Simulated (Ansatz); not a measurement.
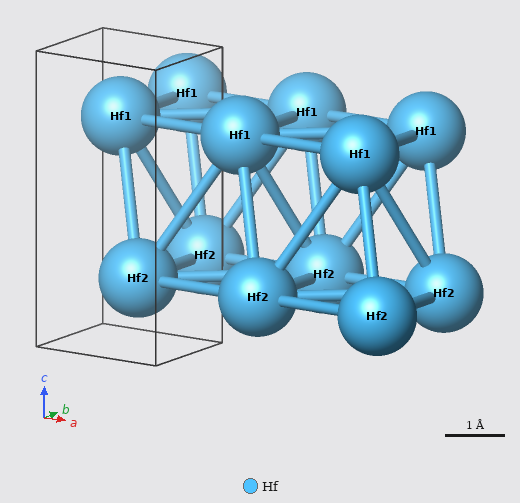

*The input geometry (ball-and-stick view of the cell of the calculation, repeated 3 × 2 × 1, seen slightly off an axis; atoms are numbered from 1 in the order of the input).*

Near neighbours in the crystal (not all of them lie inside the picture): Hf has 12 Hf at 3.13 to 3.20 Å.

**Run report: Hf, single-point calculation**

Hf (P6₃/mmc, 2 atoms in the cell), computed with DFT, PBEsol, plane waves, PAW, spin-orbit coupling (Ansatz 0.2.0).

Figures and captions count atoms from 1; the log counts them from 0 in places.

**Input file**
```yaml
crystal:
  lattice:
    - [3.200000709899, -2.886750944391e-11, 0.0]
    - [-1.600000354925, 2.771281906915, 0.0]
    - [0.0, 0.0, 5.0624011231]
  atoms:
    - { symbol: Hf, position: [0.3333333333333, 0.6666666666667, 0.75] }
    - { symbol: Hf, position: [0.6666666666667, 0.3333333333333, 0.25] }
basis:
  ecutwfc: 420
  ecutrho_ratio: 4
kpoints:
  mp_grid: { grid: [10, 10, 6] }
hamiltonian:
  xc: pbesol
scf:
  occupations: { method: gaussian, width: 0.005 }
output:
  forces: true
  stress: true
magnetization:
  noncollinear: true
  spin_orbit: true
```

Run as:
```bash
ansatz run input.yaml --threads 4 --pin off --max-ram 9216MiB --backend cpu --events-out ev --progress --plain --runs-dir out
```

**Log**
```
Engine: ansatz 0.2.0, x86_64-unknown-linux-gnu
Pseudopotentials: kind: paw_fr
Pseudopotential: Hf, paw_fr, valence charge 26, recommended cutoff 420 eV (normal), Hf.paw.azcp#standard-fr
Functional definition: PBEsol
  exchange = pbesol_x
  correlation = pbesol_c
non-collinear run that drives no moment, with spin-orbit: no starting moment large enough to seed its density (crystal.atoms[].spin), no starting occupations that ask for one, no magnetisation constraint and no magnetic field, so the semilocal B_xc is pinned to zero
Crystal: 2 atoms, lattice volume = 44.894 Å³
Basis set: ecut = 420 eV, 881 PW (Γ), exchange–correlation on 48×48×72 points (8 copies of the dense FFT grid, shifted against one another)
Bands: 64, of which v1, the nominal top of the filled ones, is band 52 counted from 1 (51 counted from 0)
Symmetry: 24 space group operations + 24 with time reversal
Magnetic group: BNS 194.264 (UNI 1494), of the structure as read, at distance tolerance 3.6e-5 Å
k-points: 56 of 600
Projection manifold: j_resolved (fully-relativistic pseudo-atomic orbitals)
Non-local potential: Hf, projectors of the file, l = 0: 3, l = 1: 4, l = 2: 4, l = 3: 6
PAW form: soft (Blöchl's): semilocal exchange-correlation on the pseudo side does not see the compensation charge
PAW frozen core: Hf, regenerated for the run's functional, and the local potential with it (the file was generated under x = pbe(κ = 0.804, μ = 0.2195149727645171), c = pbe(β = 0.06672455060314922))
PAW one-centre angular grid: Hf, 590 points (default); XC on 64 Gauss nodes
Initial density: superposition of atomic densities (chi_scale 0.1, normalization cell)
Initial wavefunctions: pseudopotential atomic-orbital guess
Functional: x = pbesol(κ = 0.804, μ = 0.12345679012345678), c = pbesol(β = 0.046)
SCF iter   1: F=—  HF=-31232.728203 eV  |F-HF|=—  |Δ(HF+E_count)|=         —  Δρ=3.60e-2  dr2=7.16e-1  dr2_m=0.00e0 (ungated)  ethr=3.10e-3  |M|=0.00e0 ∫|m|=0.00e0 μB  |m|>n=0.0e0 m-floor=0.0e0 τ_xc=0.0e0  β_m=0.30  ⟨swp⟩=5.6  Hψ=7189  notcnv=0  defer=2
preconditioner: auto → Resta (q_TF=auto, 2.796 Å⁻¹)  ε∞=6.1  [insulator: Δε(μ)=0.028 eV  Ē_g=16.942 eV  σ=0.005 eV  W_gap=0.83  n_scr=22 (ndim 8)  ℏωp=38.4 eV  f_vac=0.000  D(μ)=2.83/eV (n_scr^D=34)  ε∞_Penn≈6.1]
spin=Noncollinear: Resta preconditioning applied to the charge; magnetization (m_x, m_y, m_z) channels mix plain (no charge-response kernel on spin).
SCF iter   2: F=—  HF=-31232.606388 eV  |F-HF|=—  |Δ(HF+E_count)|=   1.22e-1  Δρ=2.69e-2  dr2=3.96e-1  dr2_m=0.00e0 (ungated)  ethr=1.38e-3  |M|=0.00e0 ∫|m|=0.00e0 μB  |m|>n=0.0e0 m-floor=0.0e0 τ_xc=0.0e0  β_m=0.65  ⟨swp⟩=2.0  Hψ=2241  notcnv=0  defer=330
SCF iter   3: F=—  HF=-31232.488049 eV  |F-HF|=—  |Δ(HF+E_count)|=   1.18e-1  Δρ=7.84e-3  dr2=3.38e-2  dr2_m=0.00e0 (ungated)  ethr=7.61e-4  |M|=0.00e0 ∫|m|=0.00e0 μB  |m|>n=0.0e0 m-floor=0.0e0 τ_xc=0.0e0  β_m=0.54  ⟨swp⟩=2.1  Hψ=2795  notcnv=0  defer=330
SCF iter   4: F=—  HF=-31232.457799 eV  |F-HF|=—  |Δ(HF+E_count)|=   3.02e-2  Δρ=2.43e-3  dr2=1.47e-3  dr2_m=0.00e0 (ungated)  ethr=6.50e-5  |M|=0.00e0 ∫|m|=0.00e0 μB  |m|>n=0.0e0 m-floor=0.0e0 τ_xc=0.0e0  β_m=0.77  ⟨swp⟩=2.1  Hψ=3331  notcnv=0  defer=330
SCF iter   5: F=—  HF=-31232.459375 eV  |F-HF|=—  |Δ(HF+E_count)|=   1.58e-3  Δρ=1.09e-3  dr2=6.52e-4  dr2_m=0.00e0 (ungated)  ethr=2.82e-6  |M|=0.00e0 ∫|m|=0.00e0 μB  |m|>n=0.0e0 m-floor=0.0e0 τ_xc=0.0e0  β_m=0.76  ⟨swp⟩=2.1  Hψ=3269  notcnv=0  defer=330
SCF iter   6: F=—  HF=-31232.459220 eV  |F-HF|=—  |Δ(HF+E_count)|=   1.55e-4  Δρ=1.51e-4  dr2=1.06e-5  dr2_m=0.00e0 (ungated)  ethr=1.25e-6  |M|=0.00e0 ∫|m|=0.00e0 μB  |m|>n=0.0e0 m-floor=0.0e0 τ_xc=0.0e0  β_m=0.87  ⟨swp⟩=2.0  Hψ=2005  notcnv=0  defer=330
SCF iter   7: F=—  HF=-31232.459230 eV  |F-HF|=—  |Δ(HF+E_count)|=   9.75e-6  Δρ=3.16e-5  dr2=3.21e-7  dr2_m=0.00e0 (ungated)  ethr=2.03e-8  |M|=0.00e0 ∫|m|=0.00e0 μB  |m|>n=0.0e0 m-floor=0.0e0 τ_xc=0.0e0  β_m=0.94  ⟨swp⟩=2.1  Hψ=3211  notcnv=0  defer=330
SCF iter   8: F=-31232.459230 eV  HF=-31232.459230 eV  |F-HF|=2.00e-10  |Δ(HF+E_count)|=   3.78e-8  Δρ=3.22e-6  dr2=2.72e-9  dr2_m=0.00e0 (ungated)  ethr=1.92e-10  |M|=0.00e0 ∫|m|=0.00e0 μB  |m|>n=0.0e0 m-floor=0.0e0 τ_xc=0.0e0  ⟨swp⟩=5.1  Hψ=7161  notcnv=0
SCF 1 converged in 8 iterations: F = -31232.459230 eV  dr2 = 2.72e-9
  greatest PAW one-centre occupation: 0.998 electrons in one spin orbital (limit 2), on the Hf atom at site 1 (counted from 0), in its partial waves of l = 0
```

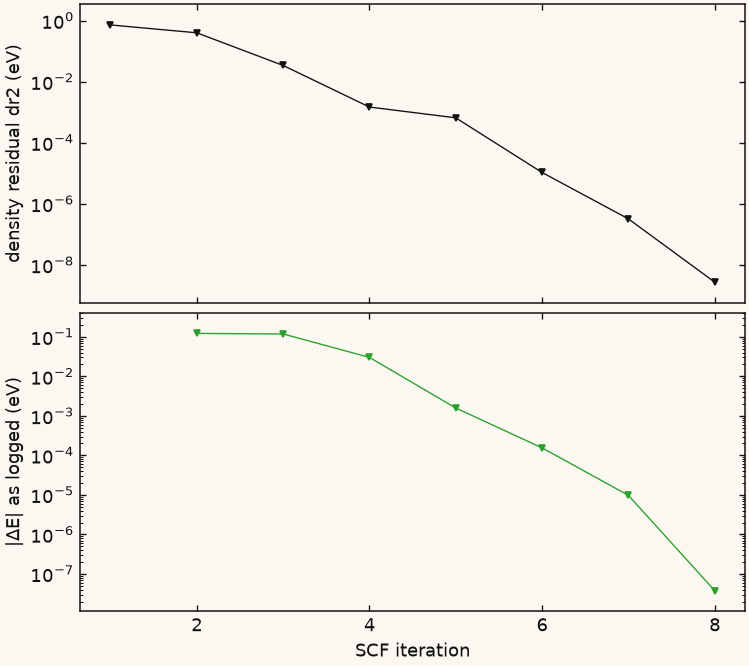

*Convergence of the self-consistent field: density residual dr2 and size of the energy change against the SCF iteration.*

The residual falls at every step.

```
SCF converged after 8 iterations
Magnetization: |M| = 0.0000 μB,  M = (+0.0000, +0.0000, +0.0000) μB
Absolute magnetization: 0.0000 μB (∫|m|)
  site 0: m = (+0.0000, +0.0000, +0.0000) μB, |m| = 0.0000 μB  (R = 1.29 Å)
  site 1: m = (+0.0000, +0.0000, +0.0000) μB, |m| = 0.0000 μB  (R = 1.29 Å)
Free energy (F): -31232.459230 eV
Harris-Foulkes:  -31232.459230 eV  (|F-HF|=2.00e-10)
Internal energy: -31232.459167 eV  (E = F + TS)
E sigma→0 (E₀):  -31232.459198 eV
Entropy (-TS):   -0.000063 eV (-0.031 meV/atom)
Fermi energy:    19.620446 eV
--- Per-component energies (eV) ---
  E_band       = 60.534231
  E_kinetic    = 848.384217
  E_local      = -10171.201916  (includes V_loc(G=0)·N_el)
  E_nonlocal   = -2480.274731
  E_hartree    = 4777.860305
  E_xc         = -594.365302
  E_vxc        = -531.118252  (∫ρ·V_xc dr)
  E_paw        = -13650.545391  (= ΣΔE_a)
  E_vpaw       = 2839.022902  (= ΣTr[D̂ρ^β])
  E_aug_tail   = -0.000002  (compensation charges beyond the density's cutoff)
  E_ewald      = -9964.828359
  E_core_change = 2.512013  (= ΣΔE_core)
  E_smearing   = -0.000063  (= −TS)
  E_closure    = 0.000000  (closes the sum)
  Σ components = -31232.459230   (vs F -31232.459230, Δ=0.00e0)
--- Forces (eV/Å), atoms counted from 1 ---
  atom   1  Hf     0.00000000    -0.00000000     0.00000000
  atom   2  Hf    -0.00000000     0.00000000     0.00000000
  max |Σ_I F_I| component: 2.78e-17 eV/Å
--- Stress (GPa, compression-positive) ---
       -4.349302       0.000000       0.000000
       -0.000000      -4.349302      -0.000000
        0.000000      -0.000000      -4.343080
  P = ⅓ Tr σ = -4.3472 GPa (-43.472 kbar)
```

**Key numbers**

```json
{"quantity": "outcome", "value": "converged"}
{"quantity": "space group (tolerance 0.01 Å)", "value": "P6₃/mmc (194)"}
{"quantity": "electrons treated", "value": "52"}
{"quantity": "free energy", "value": "−31232.4592 eV"}
{"quantity": "Fermi energy", "value": "19.620 eV"}
{"quantity": "net moment of the cell", "value": "0.00 μB"}
{"quantity": "integrated absolute moment", "value": "0.00 μB"}
{"quantity": "pressure", "value": "−4.35 GPa"}
{"quantity": "largest force (length of the vector)", "value": "under 0.001 eV/Å"}
{"quantity": "hardware", "value": "4 threads of Intel Xeon @ 2.70GHz, 189 GiB of memory available, shared host"}
{"quantity": "wall time", "value": "8.7 s (CPU time 29 s)"}
{"quantity": "peak memory", "value": "0.71 GiB"}
```

**Remarks**

Settings chosen away from the usual ones: scf.occupations.method = "gaussian", scf.occupations.width = 0.005.
